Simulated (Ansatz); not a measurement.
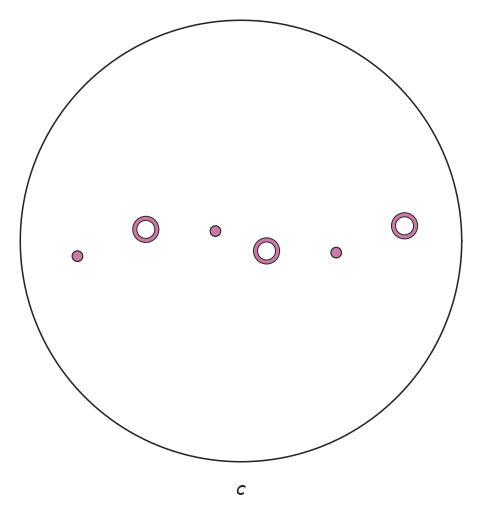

Stereographic projection: filled dots lie in the upper hemisphere, open rings in the lower. The b axis points at the viewer. The poles are all faces of one general form. Computed from the symmetry operations of a computed or model structure of composition S.

> Name the crystal class.

-3 (S6), order 6, trigonal system: one threefold axis, an inversion centre.

> Which physical properties does it allow?

It is centrosymmetric, so neither piezoelectric nor pyroelectric; it is not chiral.
